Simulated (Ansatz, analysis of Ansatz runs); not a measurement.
# Substitutional Se in Si: charge-transition level, PBE

Subject: substitutional Se in Si. Wanted: its charge-transition level, in one set-up (PBE, 32-site cell, PBE lattice, 420 eV, k: the single point 1/4 1/4 1/4 then 2x2x2 shifted 0.5 0.5 0.5, with the key NELECT). The model is a cell of 32 host atoms with 1 Si taken out and 1 Se put in. The level is the Fermi energy at which two charge states have equal formation energy, after a correction for the images of the charge.

Measured beforehand: (+1/0) level below the conduction-band bottom, printed as 307 meV: 0.307 eV, by binding energy of Se0 quoted from literature (method not stated in this paper) (quoted in “Spin relaxation and donor-acceptor recombination of Se+ in 28-silicon”, 2015, R. Lo Nardo et al., quoting earlier work (1984)). (+2/+1) level below the conduction-band bottom, printed as 593 meV: 0.593 eV, by thermal ionisation energy of Se+ quoted from literature (method not stated in this paper) (quoted in “Spin relaxation and donor-acceptor recombination of Se+ in 28-silicon”, 2015, R. Lo Nardo et al., quoting earlier work (1982)).

Main program and level: Ansatz 0.2.0; plane-wave PAW DFT, PBE; relaxation of all atoms of a defect supercell.

### 1. Starting point

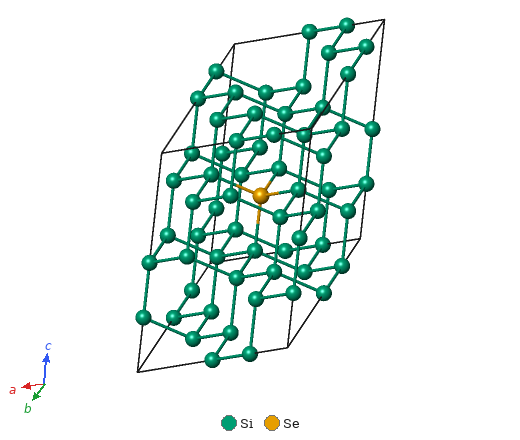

Start, viewed from a free direction; silicon teal, selenium orange. Some periodic images of atoms are drawn too.

The cell holds 32 atoms: 31 Si and 1 Se. Cell: a = 9.474 Å, b = 9.474 Å, c = 9.474 Å, α = 109.5°, β = 109.5°, γ = 109.5°. It derives from Si (space group Fd-3m). Nearest the centre at fractional (0.500, 0.500, 0.500): Se11 at 0.00 Å, Si23 at 2.37 Å, Si26 at 2.37 Å, Si27 at 2.37 Å, Si32 at 2.37 Å, Si16 at 3.87 Å, Si8 at 3.87 Å, Si7 at 3.87 Å. The cell carries charge +2.

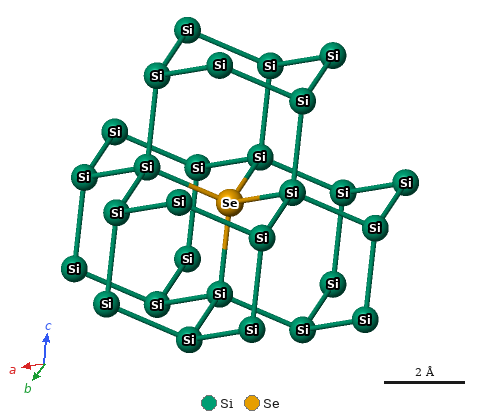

The atoms within 5 Å of the centre.

The host's primitive cell comes from a first run (plane-wave PAW DFT, PBE; relaxation of the host's cell and atoms): vectors of 3.868, 3.868 and 3.868 Å. That is 20.46 Å³ an atom, 2.2 % over the diffraction cell's volume. The supercell is built on it.

### 2. Relaxation, charge +2

Every later number rests on the structure around the defect, so the atoms are relaxed at the host's lattice first.

The input, relax0/input.yaml:

```yaml
relax:
  f_tol: 0.02
  max_steps: 80
  random_displacement: { amplitude: 0.05, seed: 205 }
crystal:
  lattice:
    - [-5.46978324, 5.46978324, 5.46978324]
    - [5.46978324, -5.46978324, 5.46978324]
    - [5.46978324, 5.46978324, -5.46978324]
  atoms:
    - { symbol: Si, position: [0.0, 0.0, 0.5] }
    - { symbol: Si, position: [0.0, 0.25, 0.25] }
    - { symbol: Si, position: [0.0, 0.5, 0.0] }
    - { symbol: Si, position: [0.0, 0.75, 0.75] }
    - { symbol: Si, position: [0.25, 0.0, 0.25] }
    - { symbol: Si, position: [0.25, 0.25, 0.0] }
    - { symbol: Si, position: [0.25, 0.5, 0.75] }
    - { symbol: Si, position: [0.25, 0.75, 0.5] }
    - { symbol: Si, position: [0.5, 0.0, 0.0] }
    - { symbol: Si, position: [0.5, 0.25, 0.75] }
    - { symbol: Se, position: [0.5, 0.5, 0.5] }
    - { symbol: Si, position: [0.5, 0.75, 0.25] }
    - { symbol: Si, position: [0.75, 0.0, 0.75] }
    - { symbol: Si, position: [0.75, 0.25, 0.5] }
    - { symbol: Si, position: [0.75, 0.5, 0.25] }
    - { symbol: Si, position: [0.75, 0.75, 0.0] }
    - { symbol: Si, position: [0.0, 0.0, 0.25] }
    - { symbol: Si, position: [0.0, 0.25, 0.0] }
    - { symbol: Si, position: [0.0, 0.5, 0.75] }
    - { symbol: Si, position: [0.0, 0.75, 0.5] }
    - { symbol: Si, position: [0.25, 0.0, 0.0] }
    - { symbol: Si, position: [0.25, 0.25, 0.75] }
    - { symbol: Si, position: [0.25, 0.5, 0.5] }
    - { symbol: Si, position: [0.25, 0.75, 0.25] }
    - { symbol: Si, position: [0.5, 0.0, 0.75] }
    - { symbol: Si, position: [0.5, 0.25, 0.5] }
    - { symbol: Si, position: [0.5, 0.5, 0.25] }
    - { symbol: Si, position: [0.5, 0.75, 0.0] }
    - { symbol: Si, position: [0.75, 0.0, 0.5] }
    - { symbol: Si, position: [0.75, 0.25, 0.25] }
    - { symbol: Si, position: [0.75, 0.5, 0.0] }
    - { symbol: Si, position: [0.75, 0.75, 0.75] }
  host:
    repeats: [1, 1, 1]
    atoms:
      - { symbol: Si, position: [0.0, 0.0, 0.5] }
      - { symbol: Si, position: [0.0, 0.25, 0.25] }
      # ... 30 more atoms of the perfect host
total_charge: 2
basis:
  ecutwfc: 420
  xc_grid: 2
hamiltonian:
  xc: pbe
kpoints:
  mp_grid: { grid: [1, 1, 1], shift: [0.25, 0.25, 0.25] }
scf:
  occupations: { method: fermi_dirac, width: 0.01 }
  max_iter: 60
output:
  forces: true
  charged_corrections:
    epsilon: 12.98
    static_epsilon: 12.98
    defect_position: [0.5, 0.5, 0.5]
NELECT: 100
checkpoint:
  write: "../relax0.run"
  compress: false
  write_wavefunctions: true
  write_every: 100000
```

Started as:

```sh
$ ansatz run input.yaml --threads 2 --pin off --max-ram 4710MiB --backend cpu --events-out ev --progress --plain --runs-dir out
```

The program printed:

```text
Error: YAML parse error: error: line 95 column 1: unknown field `NELECT`, expected one of crystal, accuracy, basis, kpoints, hamiltonian, magnetization, projection, total_charge, correlation, batch, efield, external_charges, scf, relax, neb, saddle, md, ramp, [...]
  --> <input>:95:1
   |
93 |     static_epsilon: 12.98
94 |     defect_position: [0.5, 0.5, 0.5]
95 | NELECT: 100
   | ^ unknown field `NELECT`, expected one of crystal, accuracy, basis, kpoints, hamiltonian, magnetization, projection, total_charge, correlation, batch, efield, external_charges, scf, relax, neb, saddle, md, ramp, phonons, dielectric, real_time, elastic, [...]
96 | checkpoint:
97 |   write: "../relax0.run"
   |
```

Elapsed: 0.02 s, on 2 threads of Arm Neoverse V2, shared host; peak memory 0.026 GiB.

The program refused the input before any cycle.

The program's message: “Error: YAML parse error: error: line 95 column 1: unknown field `NELECT`, expected one of crystal, accuracy, basis, kpoints, hamiltonian, magnetization, projection, total_charge, correlation, batch, e …”

### 3. Outcome

The charge-transition level was not obtained, because the step “relaxation, charge +2” was refused by the program; the cause lies in the set-up: NELECT is a key of another program. The line has to go: the charge that this chain asks for is set without it.

[Logs are printed without paths, hosts, clocks, repeated set-up lines and the standing remarks that a program may print on its own settings, such as how far it seeks lower states.]

[Hosts, paths, dates, database ids (printed as entryN), source tags and the programs' standing remarks are cut or masked in the printed files.]

[For some hosts the program warned that the k-mesh of the response run may be too coarse for force constants and the static dielectric constant; such warnings are not shown here.]
